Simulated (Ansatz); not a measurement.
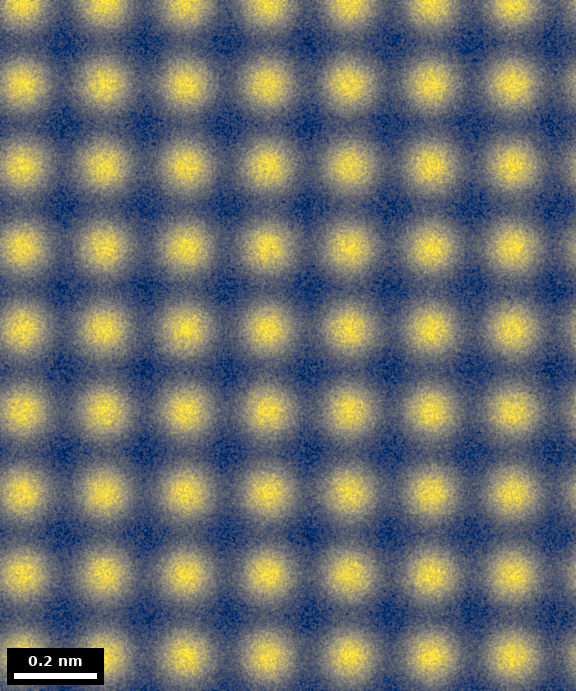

An image along [001] of one of the structures below (computed or model cells, partly hypothetical, each in its standard cell). Simulated as the projected potential of neutral atoms (B = 0.8 Å²) blurred by a 0.82 Å probe, the thin-sample limit of integrated differential phase contrast. The display is stretched by a gamma of 0.65; percentages refer to the linear signal. Shot noise was added.

A. Pt
Space group Im-3m (No. 229). a = 3.111 Å, b = 3.111 Å, c = 3.111 Å, α = 90.00°, β = 90.00°, γ = 90.00°
```csv
atom,site,symmetry,x,y,z
Pt,2a,m-3m,0.0000,0.0000,0.0000
```

B. Pt
Space group Fm-3m (No. 225). a = 3.972 Å, b = 3.972 Å, c = 3.972 Å, α = 90.00°, β = 90.00°, γ = 90.00°
| atom | site | symmetry | x | y | z |
| --- | --- | --- | --- | --- | --- |
| Pt | 4a | m-3m | 0.0000 | 0.0000 | 0.0000 |

C. Ni
Space group P6_3/mmc (No. 194). a = 2.589 Å, b = 2.589 Å, c = 4.082 Å, α = 90.00°, β = 90.00°, γ = 120.00°
```json
{"atom": "Ni", "site": "2d", "symmetry": "-6m2", "x": "0.3333", "y": "0.6667", "z": "0.7500"}
```

> Which structure was imaged?

B, Pt. Along [001] the projected cells are A 2.20 × 2.20 Å, 90°; B 1.99 × 1.99 Å, 90°; C 2.59 × 2.59 Å, 120°. The image repeats as B does.

Structure B: the input geometry of an electronic-structure calculation (not necessarily at equilibrium).
